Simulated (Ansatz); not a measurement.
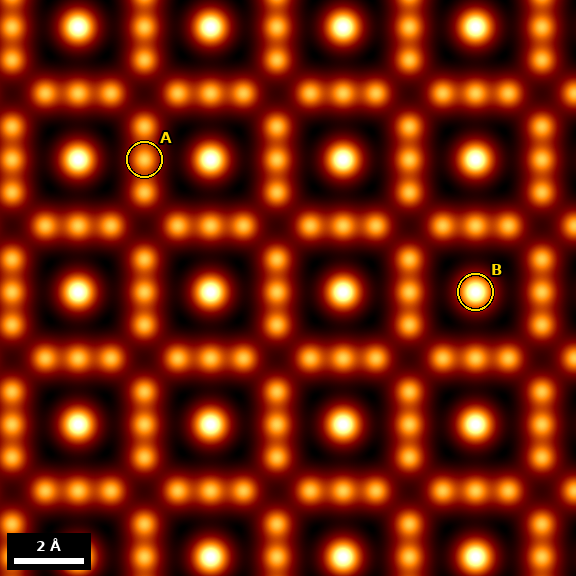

Projected-potential map of C (Pm-3n, No. 223) along [001]. Computed as the sum of neutral-atom potentials (tabulated electron scattering factors, B = 0.8 Å²) projected along the beam and smoothed by 0.25 Å; brighter is more positive. The display is stretched by a gamma of 0.7; percentages refer to the linear signal. Structure used: the input geometry of a calculation; the starting structure was generated, so it need not be a known form of this composition.

```cif
data_structure
_symmetry_space_group_name_H-M 'Pm-3n'
_symmetry_Int_Tables_number 223
_cell_length_a 3.8178
_cell_length_b 3.8178
_cell_length_c 3.8178
_cell_angle_alpha 90.000
_cell_angle_beta 90.000
_cell_angle_gamma 90.000
_cell_volume 55.65
loop_
_atom_site_label
_atom_site_type_symbol
_atom_site_symmetry_multiplicity
_atom_site_Wyckoff_symbol
_atom_site_fract_x
_atom_site_fract_y
_atom_site_fract_z
_atom_site_occupancy
C1 C 2 a 0.00000 0.00000 0.00000 1
C2 C 6 c 0.25000 0.00000 0.50000 1
```

### Name the elements in each circled column.

C (1 C per 3.82 Å along the beam; about 50 % of the brightest peak). B: C (2 C per 3.82 Å along the beam; the brightest kind). Brightness is counted from the darkest point of the image.
